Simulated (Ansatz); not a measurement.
Geometry relaxation, with input and output: SiC

- system: SiC (F-43m, 2 atoms in the cell)
- method: DFT PBEsol, scalar-relativistic, plane waves, PAW, no spin polarisation (Ansatz 0.2.0)

The structure derives from an entry of the Crystallography Open Database. Figures and captions count atoms from 1; the log counts them from 0 in places.

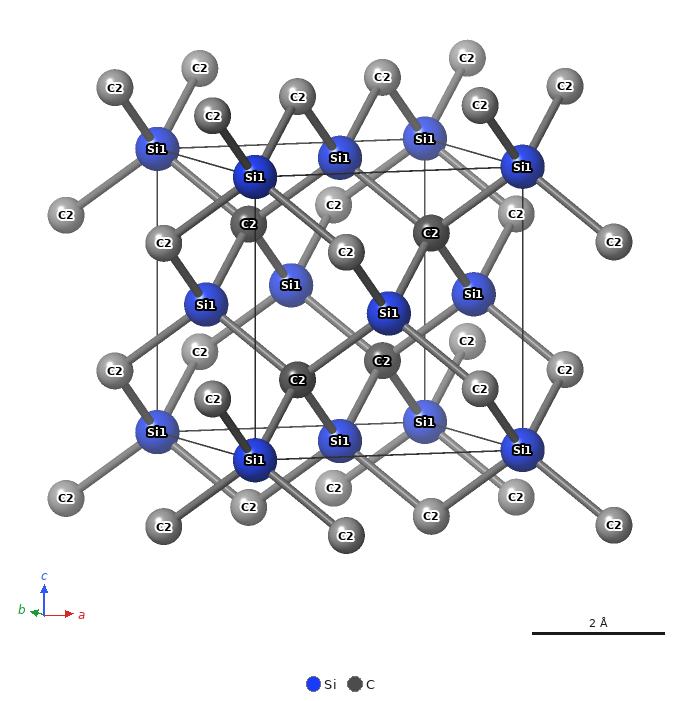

*The input geometry (ball-and-stick view of the cell 4 times as large as that of the calculation, set on its symmetry axes, seen slightly off an axis; neighbours outside the cell are drawn fainter; atoms are numbered from 1 in the order of the input). An atom can appear more than once, as a periodic image.*

Near neighbours in the periodic cell (some may lie outside the picture): Si has 4 C at 1.88 Å; C has 4 Si at 1.88 Å.

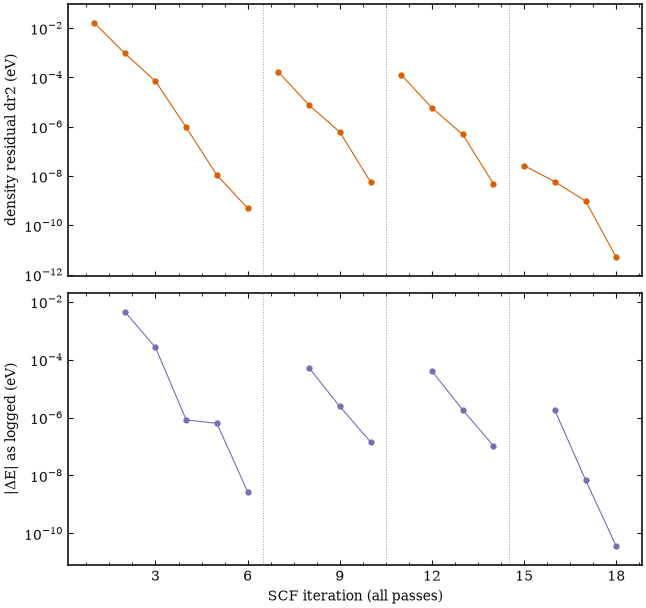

*Convergence of the self-consistent field: density residual dr2 and size of the energy change against the SCF iteration. The dotted lines part the SCF passes of the relaxation: geometry steps, rejected trials and re-solves on a re-selected basis.*

The passes take 6, 4, 4 and 4 iterations.

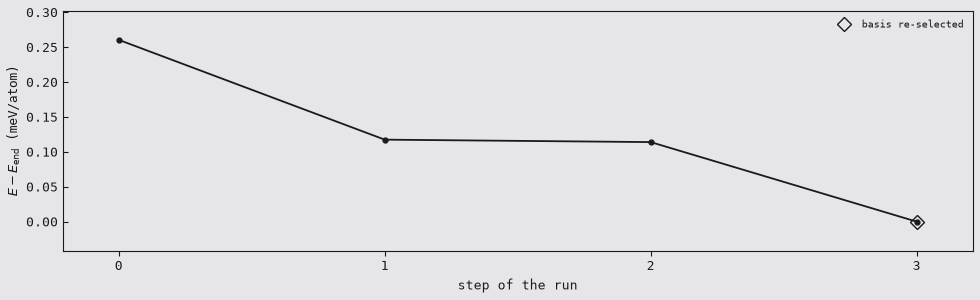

*Progress of the relaxation, step by step (the first geometry is step 0 here and step 1 in the log).*

After 2 geometry steps the energy has fallen by 0.1 meV per atom. All forces vanish by symmetry, so only the cell relaxes. Pressure: 1.36 GPa at the start and 0.02 GPa at the end. The atoms keep their places relative to the cell (all moves are under 0.005 Å). The volume changes by +0.6 %, with a = b = c 4.348 → 4.357 Å (+0.2 %). The space group stays F-43m (No. 216). A last SCF at the same geometry on a re-selected plane-wave basis shifts the energy by −0.1 meV per atom.

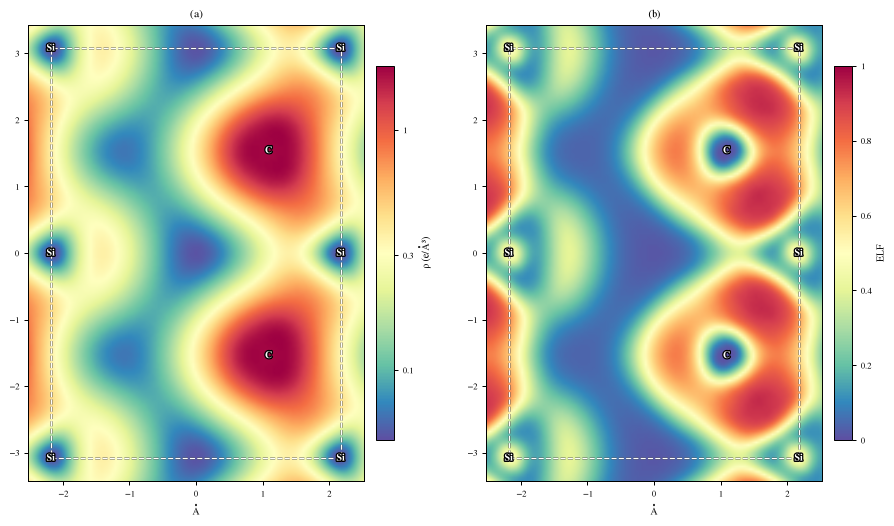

*(a) valence charge density (pseudo); (b) electron localisation function on the (011) plane of the conventional cell.*

Si–C (1.89 Å): the density is about 0.88 e/Å³ at the midpoint; the ELF peaks at about 0.95 between the atoms, which marks localised, shared-pair bonding. Away from the nuclei the density in this plane falls to 0.05 e/Å³ at its lowest. In a PAW calculation such maps are meaningful between the atoms, not at the nuclei.

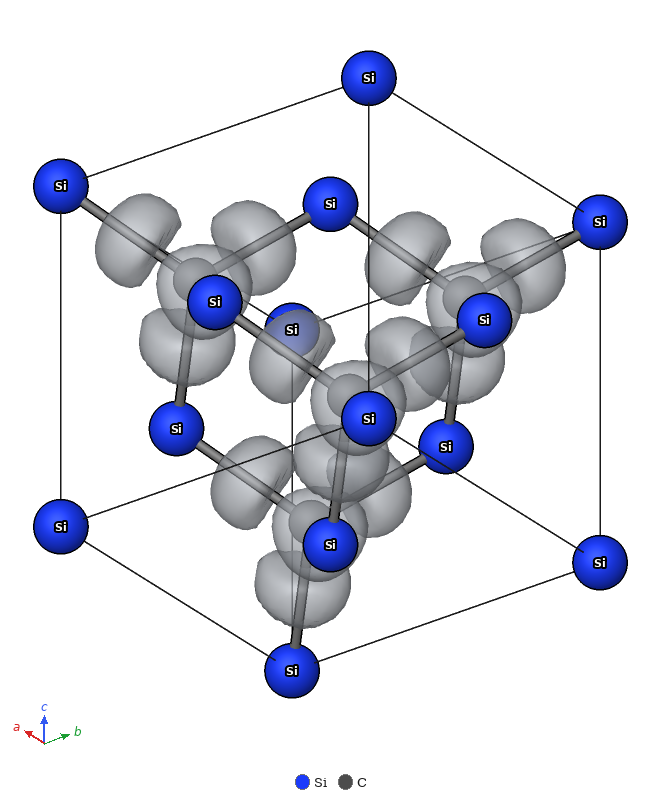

*Isosurface of the electron localisation function at 0.8 (grey), seen at an oblique angle. Only the valence region is drawn (cores and ρ < 0.01 e/Å³ removed). Sticks mark near contacts. The outline is the cell set on symmetry axes.*

The ELF exceeds this value in 16 regions between bonded C–Si atoms (shared pairs), counted in one cell of 8 atoms. Profiles from the grid: Si–C (1.89 Å): the ELF peaks at about 0.95 between the atoms (a covalent bond).

These pictures come from the run below.

**Input**
```yaml
crystal:
  lattice:
    - [0.0, 2.174, 2.174]
    - [2.174, 0.0, 2.174]
    - [2.174, 2.174, 0.0]
  atoms:
    - { symbol: Si, position: [0.0, 0.0, 0.0] }
    - { symbol: C, position: [0.75, 0.75, 0.75] }
basis:
  ecutwfc: 420
kpoints:
  mp_grid: { grid: [12, 12, 12] }
hamiltonian:
  xc: pbesol
scf:
  occupations: { method: gaussian, width: 0.02 }
output:
  forces: true
  stress: true
  eigenvalues: true
  write_density: true
  write_potential: true
  elf: true
  volumetric_format: npy
relax:
  adjacent_minimum: "off"
  f_tol: 0.005
  max_steps: 80
  cell: { stress_tol: 0.05 }
```

Command:
```bash
ansatz run input.yaml --threads 4 --pin off --max-ram 10240MiB --backend cpu --events-out ev --progress --plain --runs-dir out
```

**The program's output**
```
Engine: ansatz 0.2.0, x86_64-unknown-linux-gnu
Pseudopotentials: kind: paw
Pseudopotential: Si, paw, valence charge 4, recommended cutoff 420 eV (normal), Si.paw.azcp
Pseudopotential: C, paw, valence charge 4, recommended cutoff 420 eV (normal), C.paw.azcp
Functional definition: PBEsol
  exchange = pbesol_x
  correlation = pbesol_c
Crystal: 2 atoms, lattice volume = 20.550 Å³
Basis set: ecut = 420 eV, 411 PW (Γ), exchange–correlation on 48×48×48 points (8 copies of the dense FFT grid, shifted against one another)
Bands: 8, of which v1, the nominal top of the filled ones, is band 4 counted from 1 (3 counted from 0)
Symmetry: 24 space group operations
Space group: F-43m (ITA 216), of the structure as read, at distance tolerance 2.7e-5 Å
k-points: 72 of 1728 (time reversal used)
Non-local potential: Si, projectors of the file, l = 0: 2, l = 1: 2, l = 2: 2
Non-local potential: C, projectors of the file, l = 0: 2, l = 1: 2, l = 2: 1
PAW form: soft (Blöchl's): semilocal exchange-correlation on the pseudo side does not see the compensation charge
PAW frozen core: Si, regenerated for the run's functional, and the local potential with it (the file was generated under x = pbe(κ = 0.804, μ = 0.2195149727645171), c = pbe(β = 0.06672455060314922))
PAW frozen core: C, regenerated for the run's functional, and the local potential with it (the file was generated under x = pbe(κ = 0.804, μ = 0.2195149727645171), c = pbe(β = 0.06672455060314922))
PAW one-centre angular grid: Si, 110 points (default); XC on 64 Gauss nodes
PAW one-centre angular grid: C, 110 points (default); XC on 64 Gauss nodes
Initial density: superposition of atomic densities (neutral atoms: chi_scale 0, normalization atom), corrected by the library's trained network
Initial wavefunctions: pseudopotential atomic-orbital guess
Functional: x = pbesol(κ = 0.804, μ = 0.12345679012345678), c = pbesol(β = 0.046)
SCF iter   1: F=—  HF=-868.710425 eV  |F-HF|=—  |Δ(HF+E_count)|=         —  Δρ=8.20e-3  dr2=1.66e-2  ethr=1.77e-3  ⟨swp⟩=6.1  Hψ=4873  notcnv=0
preconditioner: auto → none  [insulator: Δε(μ)=1.133 eV  Ē_g=14.010 eV  σ=0.020 eV  W_gap=1.00  n_scr=0 (ndim 8)  ℏωp=23.2 eV  f_vac=0.000  D(μ)=0.00/eV (n_scr^D=0)  ε∞_Penn≈3.7]
SCF iter   2: F=—  HF=-868.705893 eV  |F-HF|=—  |Δ(HF+E_count)|=   4.53e-3  Δρ=2.38e-3  dr2=9.49e-4  ethr=2.07e-4  ⟨swp⟩=2.5  Hψ=1549  notcnv=0
SCF iter   3: F=—  HF=-868.705631 eV  |F-HF|=—  |Δ(HF+E_count)|=   2.62e-4  Δρ=7.38e-4  dr2=7.01e-5  ethr=1.19e-5  ⟨swp⟩=2.5  Hψ=1083  notcnv=0
SCF iter   4: F=—  HF=-868.705631 eV  |F-HF|=—  |Δ(HF+E_count)|=   8.24e-7  Δρ=1.02e-4  dr2=9.33e-7  ethr=8.77e-7  ⟨swp⟩=2.0  Hψ=864  notcnv=0
iter 5 did not close the SCF: its close was put off for the readings that it lacked (scf_convergence_deferred on its scf_iter line)
SCF iter   5: F=-868.705632 eV  HF=-868.705632 eV  |F-HF|=5.61e-9  |Δ(HF+E_count)|=   6.27e-7  Δρ=7.69e-6  dr2=1.09e-8  ethr=1.17e-8  ⟨swp⟩=2.1  Hψ=833  notcnv=0
SCF iter   6: F=-868.705632 eV  HF=-868.705632 eV  |F-HF|=4.98e-11  |Δ(HF+E_count)|=   2.71e-9  Δρ=1.92e-6  dr2=4.96e-10  ethr=1.37e-10  ⟨swp⟩=5.0  Hψ=2648  notcnv=0
SCF 1 converged in 6 iterations: F = -868.705632 eV  dr2 = 4.96e-10
  greatest PAW one-centre occupation: 0.644 electrons in one spin orbital (limit 2), on the C atom at site 1 (counted from 0), in its partial waves of l = 0
relax step   1: F+E_penalty+E_count = -868.70563212 eV  Δ(F+E_penalty+E_count) = +0.000e0 eV  max|allowed force component| = 4.071e-16 eV/Å  Δτ_max = 0.0000 Å  P = +1.363 GPa  Ω = 20.550 Å³  (6 SCF iters, dr2 threshold 1.00e-7 eV, accepted)
Crystal: 2 atoms, lattice volume = 20.615 Å³
Initial density: handed on by an earlier stage of this run
Initial wavefunctions: those handed on with the density
iter 1 solved again at ethr=2.10e-6 eV; its pass at ethr=3.10e-3 eV (dr2=1.68e-4 eV) is discarded
SCF iter   1: F=—  HF=-868.705972 eV  |F-HF|=—  |Δ(HF+E_count)|=         —  Δρ=8.06e-4  dr2=1.65e-4  ethr=2.10e-6  ⟨swp⟩=1.0  Hψ=4801  notcnv=0
preconditioner: auto → none  [insulator: Δε(μ)=1.230 eV  Ē_g=14.010 eV  σ=0.020 eV  W_gap=1.00  n_scr=0 (ndim 8)  ℏωp=23.1 eV  f_vac=0.000  D(μ)=0.00/eV (n_scr^D=0)  ε∞_Penn≈3.7]
SCF iter   2: F=—  HF=-868.705921 eV  |F-HF|=—  |Δ(HF+E_count)|=   5.15e-5  Δρ=2.05e-4  dr2=7.45e-6  ethr=2.06e-6  ⟨swp⟩=2.4  Hψ=834  notcnv=0
SCF iter   3: F=—  HF=-868.705918 eV  |F-HF|=—  |Δ(HF+E_count)|=   2.40e-6  Δρ=5.74e-5  dr2=6.05e-7  ethr=9.32e-8  ⟨swp⟩=2.6  Hψ=833  notcnv=0
SCF iter   4: F=-868.705918 eV  HF=-868.705918 eV  |F-HF|=1.95e-9  |Δ(HF+E_count)|=   1.44e-7  Δρ=6.84e-6  dr2=5.76e-9  ethr=2.50e-9  ⟨swp⟩=9.0  Hψ=4077  notcnv=0
SCF 2 converged in 4 iterations: F = -868.705918 eV  dr2 = 5.76e-9
  greatest PAW one-centre occupation: 0.643 electrons in one spin orbital (limit 2), on the C atom at site 1 (counted from 0), in its partial waves of l = 0
relax step   2: F+E_penalty+E_count = -868.70591804 eV  Δ(F+E_penalty+E_count) = -2.859e-4 eV  max|allowed force component| = 1.342e-16 eV/Å  Δτ_max = 0.0000 Å  P = +0.633 GPa  Ω = 20.615 Å³  energy of the carried Pulay correction = -1.225e-4 eV  (4 SCF iters, dr2 threshold 2.00e-7 eV, accepted)
Crystal: 2 atoms, lattice volume = 20.673 Å³
iter 1 solved again at ethr=1.60e-6 eV; its pass at ethr=3.10e-3 eV (dr2=1.28e-4 eV) is discarded
SCF iter   1: F=—  HF=-868.705967 eV  |F-HF|=—  |Δ(HF+E_count)|=         —  Δρ=7.01e-4  dr2=1.26e-4  ethr=1.60e-6  ⟨swp⟩=1.0  Hψ=4797  notcnv=0
preconditioner: auto → none  [insulator: Δε(μ)=1.234 eV  Ē_g=13.985 eV  σ=0.020 eV  W_gap=1.00  n_scr=0 (ndim 8)  ℏωp=23.1 eV  f_vac=0.000  D(μ)=0.00/eV (n_scr^D=0)  ε∞_Penn≈3.7]
SCF iter   2: F=—  HF=-868.705927 eV  |F-HF|=—  |Δ(HF+E_count)|=   3.96e-5  Δρ=1.81e-4  dr2=5.78e-6  ethr=1.57e-6  ⟨swp⟩=2.4  Hψ=834  notcnv=0
SCF iter   3: F=—  HF=-868.705925 eV  |F-HF|=—  |Δ(HF+E_count)|=   1.83e-6  Δρ=5.14e-5  dr2=4.84e-7  ethr=7.23e-8  ⟨swp⟩=2.6  Hψ=835  notcnv=0
SCF iter   4: F=-868.705925 eV  HF=-868.705925 eV  |F-HF|=1.76e-9  |Δ(HF+E_count)|=   1.06e-7  Δρ=6.28e-6  dr2=4.85e-9  ethr=2.50e-9  ⟨swp⟩=9.0  Hψ=3878  notcnv=0
SCF 3 converged in 4 iterations: F = -868.705925 eV  dr2 = 4.85e-9
relax step   3: F+E_penalty+E_count = -868.70592527 eV  Δ(F+E_penalty+E_count) = -7.235e-6 eV  max|allowed force component| = 9.714e-17 eV/Å  Δτ_max = 0.0000 Å  P = +0.005 GPa  Ω = 20.673 Å³  energy of the carried Pulay correction = -2.293e-4 eV  (4 SCF iters, dr2 threshold 2.00e-7 eV, accepted)
Initial wavefunctions: pseudopotential atomic-orbital guess (no wavefunctions were taken with the density)
iter 1 solved again at ethr=1.28e-7 eV; its pass at ethr=3.10e-3 eV (dr2=1.02e-5 eV) is discarded
SCF iter   1: F=—  HF=-868.706155 eV  |F-HF|=—  |Δ(HF+E_count)|=         —  Δρ=2.61e-5  dr2=2.65e-8  ethr=1.28e-7  ⟨swp⟩=3.0  Hψ=6437  notcnv=0
preconditioner: auto → none  [insulator: Δε(μ)=1.243 eV  Ē_g=13.988 eV  σ=0.020 eV  W_gap=1.00  n_scr=0 (ndim 8)  ℏωp=23.1 eV  f_vac=0.000  D(μ)=0.00/eV (n_scr^D=0)  ε∞_Penn≈3.7]
SCF iter   2: F=—  HF=-868.706153 eV  |F-HF|=—  |Δ(HF+E_count)|=   1.76e-6  Δρ=1.25e-5  dr2=5.86e-9  ethr=3.32e-10  ⟨swp⟩=2.3  Hψ=837  notcnv=0
SCF iter   3: F=—  HF=-868.706153 eV  |F-HF|=—  |Δ(HF+E_count)|=   6.93e-9  Δρ=2.92e-6  dr2=9.61e-10  ethr=7.33e-11  ⟨swp⟩=2.0  Hψ=864  notcnv=0
SCF iter   4: F=-868.706153 eV  HF=-868.706153 eV  |F-HF|=5.23e-12  |Δ(HF+E_count)|=  3.54e-11  Δρ=2.99e-7  dr2=5.00e-12  ethr=1.00e-12  ⟨swp⟩=4.1  Hψ=2557  notcnv=0
SCF 4 converged in 4 iterations: F = -868.706153 eV  dr2 = 5.00e-12
relax step   4: F+E_penalty+E_count = -868.70615291 eV  Δ(F+E_penalty+E_count) = -2.276e-4 eV  max|allowed force component| = 5.551e-17 eV/Å  Δτ_max = 0.0000 Å  P = +0.024 GPa  Ω = 20.673 Å³  stress off target by 2.45e-2 GPa  SCF on the basis re-selected at this cell (its energy is not comparable with the rows above)  (4 SCF iters)
basis re-selected at this cell: Δ(F+E_penalty+E_count) = -2.276e-4 eV, ΔP = +0.019 GPa vs the last step (what re-selecting the basis moved, of the pressure what is left beyond the Pulay correction that the steps carried, after the strain that the cell walked since its last selection, with what the two solves' SCF thresholds leave and, on support functions, any second-order correction that the steps lacked; it is no measure of the basis error at this ecutwfc). This SCF's stress stands 2.45e-2 GPa from its target on what of the cell is left free (relax.cell.stress_tol is 5.00e-2 GPa) and its largest allowed force component is 5.55e-17 eV/Å (relax.f_tol is 5.00e-3 eV/Å): within both
SCF converged after 4 iterations
Free energy (F): -868.706153 eV
Harris-Foulkes:  -868.706153 eV  (|F-HF|=5.23e-12)
Internal energy: -868.706153 eV  (E = F + TS)
E sigma→0 (E₀):  -868.706153 eV
Fermi energy:    10.051348 eV
--- Per-component energies (eV) ---
  E_band       = 28.144780
  E_kinetic    = 135.299817
  E_local      = -103.733552  (includes V_loc(G=0)·N_el)
  E_nonlocal   = 51.991977
  E_hartree    = 31.525408
  E_xc         = -104.625661
  E_vxc        = -109.155344  (∫ρ·V_xc dr)
  E_paw        = -594.345121  (= ΣΔE_a)
  E_vpaw       = -9.308957  (= ΣTr[D̂ρ^β])
  E_aug_tail   = 0.000015  (compensation charges beyond the density's cutoff)
  E_ewald      = -284.871697
  E_core_change = 0.052661  (= ΣΔE_core)
  E_smearing   = -0.000000  (= −TS)
  E_closure    = -0.000000  (closes the sum)
  Σ components = -868.706153   (vs F -868.706153, Δ=0.00e0)
--- Forces (eV/Å), atoms counted from 1 ---
  atom   1  Si    -0.00000000     0.00000000     0.00000000
  atom   2  C      0.00000000     0.00000000    -0.00000000
  max |Σ_I F_I| component: 4.63e-17 eV/Å
--- Stress (GPa, compression-positive) ---
        0.024458      -0.000000      -0.000000
       -0.000000       0.024458       0.000000
       -0.000000       0.000000       0.024458
  P = ⅓ Tr σ = 0.0245 GPa (0.245 kbar)
--- Band table (eV; the first three rows and the last of 72) ---
  k-point 0: bands = ["-5.9986", "9.4298", "9.4298", "9.4298", "15.6079", "16.6790", "16.6790", "16.6790"]
  k-point 1: bands = ["-5.8621", "8.6983", "9.3341", "9.3341", "15.8440", "16.8335", "16.8555", "16.8555"]
  k-point 2: bands = ["-5.4566", "7.0456", "9.0977", "9.0977", "15.7090", "17.1974", "17.1974", "17.7216"]
  k-point 71: bands = ["-0.6872", "2.3871", "4.3774", "4.6831", "14.5512", "18.8010", "18.8519", "19.0614"]
--- Relaxed structure (3 steps of the walk, 3 accepted, 1 SCFs on fresh bases) ---
  F+E_penalty+E_count = -868.70615291 eV   max|allowed force component| = 5.551e-17 eV/Å   (the final SCF, on the basis selected at the relaxed cell)
  cell:  # Å, volume = 20.6728 Å³
    - [-1.4569579406560818e-34, 2.1783275175410703, 2.1783275175410703]
    - [2.1783275175410703, 1.3319620954741128e-33, 2.1783275175410703]
    - [2.1783275175410703, 2.1783275175410703, 1.579565330197633e-33]
  atoms:
    - { symbol: Si, position: [3.2298158182666956e-34, -5.352266213127667e-35, -4.484829964793183e-34] }
    - { symbol: C, position: [0.75, 0.75, 0.75] }
```

**Trajectory as extended XYZ (Å, eV, eV/Å), 4 frames, from step=1 to step=4**
```
2
Lattice="0.0000 2.1740 2.1740 2.1740 0.0000 2.1740 2.1740 2.1740 0.0000" Properties=species:S:1:pos:R:3:forces:R:3 step=1 energy=-868.70563 pressure_GPa=1.36
Si    0.0000    0.0000    0.0000    0.0000   0.0000   0.0000
C     3.2610    3.2610    3.2610    0.0000   0.0000   0.0000
2
Lattice="0.0000 2.1763 2.1763 2.1763 0.0000 2.1763 2.1763 2.1763 0.0000" Properties=species:S:1:pos:R:3:forces:R:3 step=2 energy=-868.70592 pressure_GPa=0.63
Si    0.0000    0.0000    0.0000    0.0000   0.0000   0.0000
C     3.2645    3.2645    3.2645    0.0000   0.0000   0.0000
2
Lattice="0.0000 2.1783 2.1783 2.1783 0.0000 2.1783 2.1783 2.1783 0.0000" Properties=species:S:1:pos:R:3:forces:R:3 step=3 energy=-868.70592 pressure_GPa=0.01
Si    0.0000    0.0000    0.0000    0.0000   0.0000   0.0000
C     3.2675    3.2675    3.2675    0.0000   0.0000   0.0000
2
Lattice="0.0000 2.1783 2.1783 2.1783 0.0000 2.1783 2.1783 2.1783 0.0000" Properties=species:S:1:pos:R:3:forces:R:3 step=4 energy=-868.70615 pressure_GPa=0.02
Si    0.0000    0.0000    0.0000    0.0000   0.0000   0.0000
C     3.2675    3.2675    3.2675    0.0000   0.0000   0.0000
```

**Results in brief**

| quantity | value |
| --- | --- |
| outcome | converged |
| space group (tolerance 0.01 Å) | F-43m (216) |
| electrons treated | 8 |
| free energy | −868.7062 eV |
| Fermi energy | 10.051 eV |
| gap on the k-point mesh | 1.24 eV |
| pressure | 0.02 GPa |
| final volume | 20.67 Å³ |
| largest force (length of the vector) at the end | under 0.001 eV/Å |
| final cell | a = 3.081 Å, b = 3.081 Å, c = 3.081 Å, α = 60.00°, β = 60.00°, γ = 60.00° |
| hardware | 4 threads of Intel Xeon @ 2.50GHz (Skylake/Cascade Lake), 32 GiB of memory available, shared host |
| wall time | 4.5 s (CPU time 15 s) |
| peak memory | 0.38 GiB |
